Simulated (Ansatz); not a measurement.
Input structure:

```
CELL_PARAMETERS angstrom
6.61763 0.00000 0.00000
0.00000 6.61763 0.00000
0.00000 0.00000 6.61763
ATOMIC_POSITIONS crystal
Na 0.25000 0.75000 0.75000
Na 0.25000 0.25000 0.75000
S 0.00000 0.00000 0.00000
Na 0.25000 0.25000 0.25000
Na 0.25000 0.75000 0.25000
S 0.00000 0.50000 0.50000
Na 0.75000 0.75000 0.25000
Na 0.75000 0.25000 0.25000
S 0.50000 0.00000 0.50000
Na 0.75000 0.25000 0.75000
Na 0.75000 0.75000 0.75000
S 0.50000 0.50000 0.00000
```

> What would you see if this were drawn?

The stoichiometry is Na₂S. The structure has Fm-3m (No. 225) symmetry and a face-centred cubic lattice. The structure is of the kind named antifluorite. With Z = 4, the cell contains 8 Na, 4 S. About every Na there are four S in a tetrahedral arrangement at 2.87 Å. The neighbours of S are eight Na in a cubic arrangement at 2.87 Å. The bonds build a three-dimensional framework.

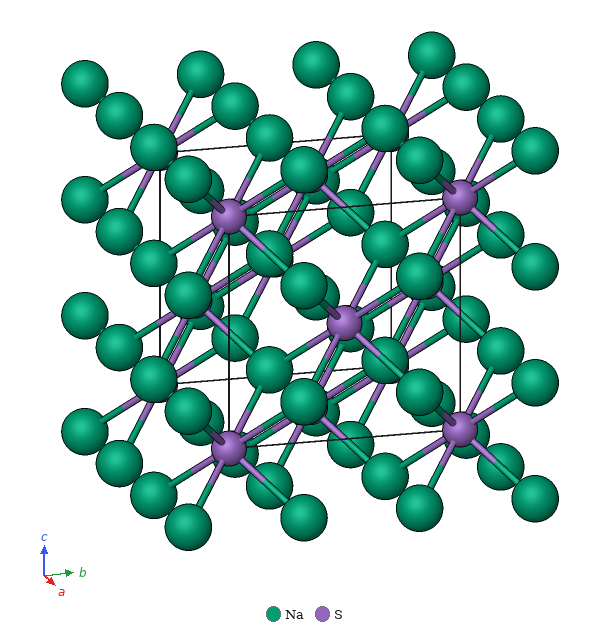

Crystal structure, ball-and-stick style, seen slightly off an axis. The wireframe shows the conventional unit cell. Neighbours across the faces are drawn wherever a bond reaches them. Colours: sodium teal, sulfur purple.

The initial geometry was a structure listed in the Materials Project. Earlier steps of the study may have refined or changed the cell and positions. Ansatz was used for an electronic-structure calculation on it.
